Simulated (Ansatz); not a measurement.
## SiC: single-point calculation

- system: SiC (R-3m, 4 atoms in the cell)
- method: DFT, PBE, plane waves, PAW, no spin polarisation (Ansatz 0.2.0)

The structure was built on a prototype by a generator. The geometry comes from this level: r2SCAN. It belongs to a series of runs on one base structure; here: basis.ecutwfc = 900. Figures and captions count atoms from 1; the log counts them from 0 in places.

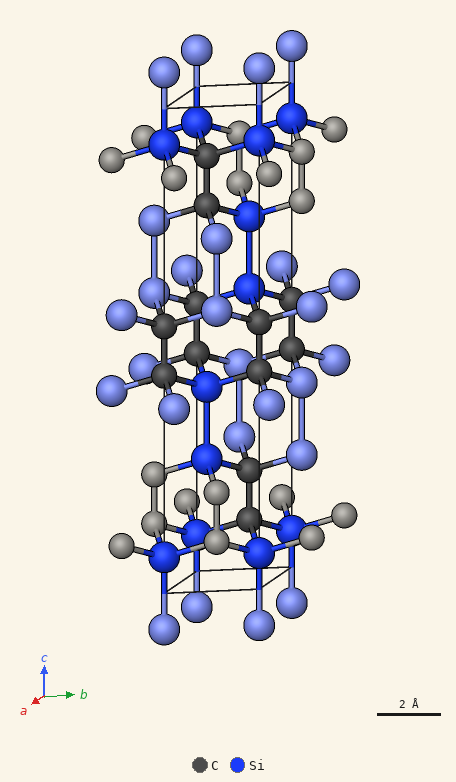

Figure 1. The structure (ball-and-stick view of the cell 3 times as large as that of the calculation, set on its symmetry axes, seen slightly off an axis; neighbours outside the cell are drawn fainter).

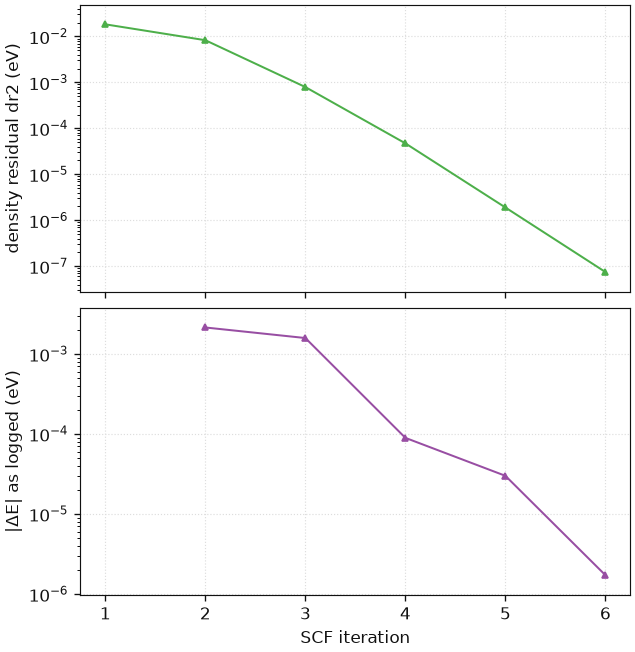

Figure 2. Convergence of the self-consistent field: density residual dr2 and size of the energy change against the SCF iteration. The residual falls at every step.

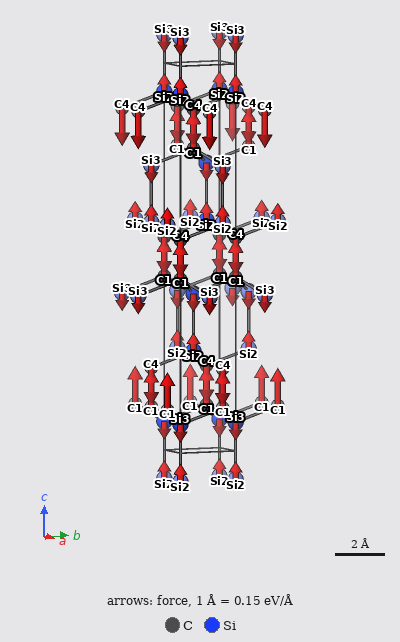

Figure 3. Forces on the atoms as red arrows (ball-and-stick view of the cell 3 times as large as that of the calculation, set on its symmetry axes, seen at an oblique angle; neighbours outside the cell are drawn fainter; atoms are numbered from 1 in the order of the input). The largest act on C1, C4 (0.24 eV/Å); Si2, Si3 (0.12 eV/Å). The geometry is not a stationary point of this energy.

The input and output of the run follow.

## Input
```yaml
crystal:
  lattice:
    - [1.5415877827, 0.8900361213, 5.3212273245]
    - [-1.5415877827, 0.8900361213, 5.3212273245]
    - [0.0, -1.7800722426, 5.3212273245]
  atoms:
    - { symbol: C, position: [0.449191069, 0.449191069, 0.449191069] }
    - { symbol: Si, position: [0.9254740595, 0.9254740595, 0.9254740595] }
    - { symbol: Si, position: [0.0745259405, 0.0745259405, 0.0745259405] }
    - { symbol: C, position: [0.550808931, 0.550808931, 0.550808931] }
kpoints:
  mp_grid: { grid: [6, 6, 6] }
hamiltonian:
  xc: pbe
scf:
  occupations: { method: fixed }
  n_extra_bands: 5
output:
  forces: true
  stress: true
  eigenvalues: true
basis:
  ecutwfc: 900
```

Run as:
```bash
ansatz run input.yaml --threads 4 --pin off --max-ram 3686MiB --backend cpu --events-out ev --progress --plain --runs-dir out
```

## The program's output
```
basis.fft_grid_basis auto: the FFT boxes are laid along the combinations [[1, 0, -1], [0, 1, -1], [0, 0, 1]] of the cell's own vectors, 3.083, 3.083 and 5.611 Å long. The dense box has 32×32×60 points. Along the cell's own vectors, as sized, it would have 60×60×60, 3.52 times as many. Of the 12 symmetry operations that the crystal satisfies within crystal.symmetry.tolerance (time reversal apart; of a slab, those that keep its plane) the dense box along the cell's own vectors carries 12, and the one as laid loses 8 of those. basis.fft_grid_basis: typed keeps the cell's own vectors: state it where this run's energies or levels are differenced outside the engine with another run's, or held beside a run that keeps those vectors.
scf.n_extra_bands = 5 over 8 filled bands (N_el = 16.0): the run solves 13 bands
Engine: ansatz 0.2.0, aarch64-unknown-linux-gnu
Pseudopotentials: kind: paw
Pseudopotential: C, paw, valence charge 4, recommended cutoff 420 eV (normal), C.paw.azcp
Pseudopotential: Si, paw, valence charge 4, recommended cutoff 420 eV (normal), Si.paw.azcp
Functional definition: PBE
  parameter kappa = 0.804
  parameter beta = 0.06672455060314922
  exchange = pbe_x(kappa = kappa, mu = beta*pi^2/3)
  correlation = pbe_c(beta = beta)
Crystal: 4 atoms, lattice volume = 43.807 Å³
Basis set: ecut = 900 eV, 2709 PW (Γ), FFT grids on a1−a3, a2−a3, a3, exchange–correlation on 64×64×120 points (8 copies of the dense FFT grid, shifted against one another)
Bands: 13, of which v1, the nominal top of the filled ones, is band 8 counted from 1 (7 counted from 0)
Symmetry: 12 space group operations
Space group: R-3m (ITA 166), of the structure as read, at distance tolerance 3.5e-5 Å
k-points: 32 of 216
Non-local potential: C, projectors of the file, l = 0: 2, l = 1: 2, l = 2: 1
Non-local potential: Si, projectors of the file, l = 0: 2, l = 1: 2, l = 2: 2
PAW form: soft (Blöchl's): semilocal exchange-correlation on the pseudo side does not see the compensation charge
PAW one-centre angular grid: C, 110 points (default); XC on 64 Gauss nodes
PAW one-centre angular grid: Si, 110 points (default); XC on 64 Gauss nodes
Initial density: superposition of atomic densities (neutral atoms: chi_scale 0, normalization atom), corrected by the library's trained network
Initial wavefunctions: pseudopotential atomic-orbital guess
Functional: x = pbe(κ = 0.804, μ = 0.2195149727645171), c = pbe(β = 0.06672455060314922)
SCF iter   1: F=—  HF=-1772.979903 eV  |F-HF|=—  |Δ(HF+E_count)|=         —  Δρ=4.06e-3  dr2=1.83e-2  ethr=1.77e-3  ⟨swp⟩=4.4  Hψ=2316  notcnv=0  defer=94
preconditioner: auto → none  [insulator: Δε(μ)=0.579 eV  Ē_g=11.809 eV  n_scr=2 (ndim 8)  ℏωp=22.4 eV  f_vac=0.000  ε∞_Penn≈4.6]
SCF iter   2: F=—  HF=-1772.977760 eV  |F-HF|=—  |Δ(HF+E_count)|=   2.14e-3  Δρ=3.12e-3  dr2=8.26e-3  ethr=1.14e-4  ⟨swp⟩=2.4  Hψ=830  notcnv=0  defer=96
SCF iter   3: F=—  HF=-1772.976182 eV  |F-HF|=—  |Δ(HF+E_count)|=   1.58e-3  Δρ=1.15e-3  dr2=7.91e-4  ethr=5.16e-5  ⟨swp⟩=2.0  Hψ=593  notcnv=0  defer=96
SCF iter   4: F=—  HF=-1772.976271 eV  |F-HF|=—  |Δ(HF+E_count)|=   8.94e-5  Δρ=3.47e-4  dr2=4.72e-5  ethr=4.94e-6  ⟨swp⟩=2.6  Hψ=638  notcnv=0  defer=96
SCF iter   5: F=—  HF=-1772.976301 eV  |F-HF|=—  |Δ(HF+E_count)|=   3.00e-5  Δρ=7.83e-5  dr2=1.90e-6  ethr=2.95e-7  ⟨swp⟩=2.2  Hψ=601  notcnv=0  defer=39
SCF iter   6: F=-1772.976303 eV  HF=-1772.976303 eV  |F-HF|=5.58e-8  |Δ(HF+E_count)|=   1.72e-6  Δρ=1.65e-5  dr2=7.50e-8  ethr=6.25e-10  ⟨swp⟩=8.2  Hψ=2768  notcnv=0
SCF 1 converged in 6 iterations: F = -1772.976303 eV  dr2 = 7.50e-8
  greatest PAW one-centre occupation: 0.637 electrons in one spin orbital (limit 2), on the C atom at site 3 (counted from 0), in its partial waves of l = 0
SCF converged after 6 iterations
Free energy (F): -1772.976303 eV
Harris-Foulkes:  -1772.976303 eV  (|F-HF|=5.58e-8)
Internal energy: -1772.976303 eV  (E = F + TS)
E sigma→0 (E₀):  -1772.976303 eV
Fermi energy:    9.766363 eV
--- Per-component energies (eV) ---
  E_band       = 48.468474
  E_kinetic    = 267.042203
  E_local      = -261.103831  (includes V_loc(G=0)·N_el)
  E_nonlocal   = 104.557032
  E_hartree    = 86.306302
  E_xc         = -209.363574
  E_vxc        = -216.534272  (∫ρ·V_xc dr)
  E_paw        = -1223.962044  (= ΣΔE_a)
  E_vpaw       = -18.105405  (= ΣTr[D̂ρ^β])
  E_aug_tail   = 0.000001  (compensation charges beyond the density's cutoff)
  E_ewald      = -536.452392
  E_smearing   = -0.000000  (= −TS)
  E_closure    = -0.000000  (closes the sum)
  Σ components = -1772.976303   (vs F -1772.976303, Δ=0.00e0)
--- Forces (eV/Å), atoms counted from 1 ---
  atom   1  C      0.00000000     0.00000000     0.23586158
  atom   2  Si     0.00000000    -0.00000000     0.11550193
  atom   3  Si     0.00000000     0.00000000    -0.11550193
  atom   4  C      0.00000000    -0.00000000    -0.23586158
  max |Σ_I F_I| component: 2.78e-17 eV/Å
--- Stress (GPa, compression-positive) ---
        2.998589       0.000000       0.000000
        0.000000       2.998589      -0.000000
        0.000000      -0.000000       1.740416
  P = ⅓ Tr σ = 2.5792 GPa (25.792 kbar)
--- Band table (eV; the first three rows and the last of 32) ---
  k-point 0: bands = ["-6.7099", "-2.8323", "0.2444", "7.1834", "7.1834", "8.8037", "9.7664", "9.7664", "13.3297", "13.4876", "15.8192", "15.8192", "16.1320"]
  k-point 1: bands = ["-6.2571", "-2.4384", "0.6985", "5.2957", "6.6984", "7.8510", "8.5014", "9.1225", "13.5094", "14.3859", "14.6451", "16.1508", "16.5300"]
  k-point 2: bands = ["-5.0150", "-1.3688", "1.1810", "3.1795", "4.7818", "5.9329", "7.3121", "8.1827", "12.2737", "13.7307", "15.2047", "15.5149", "17.1691"]
  k-point 31: bands = ["-6.3619", "-4.1406", "3.4041", "4.9477", "7.1856", "7.1856", "9.7059", "9.7059", "13.3327", "15.3606", "15.5029", "15.5029", "17.0619"]
```

## Key numbers

| quantity | value |
| --- | --- |
| outcome | converged |
| space group (tolerance 0.01 Å) | R-3m (166) |
| electrons treated | 16 |
| free energy | −1772.9763 eV |
| Fermi energy | 9.766 eV |
| gap on the k-point mesh | 0.49 eV |
| pressure | 2.58 GPa |
| largest force (length of the vector) | 0.236 eV/Å |
| hardware | 4 threads of Arm Neoverse N1, 98 GiB of memory available, shared host |
| wall time | 2.1 s (CPU time 7.3 s) |
| peak memory | 0.4 GiB |

## Remarks

Settings chosen away from the usual ones: basis.ecutwfc = 900.
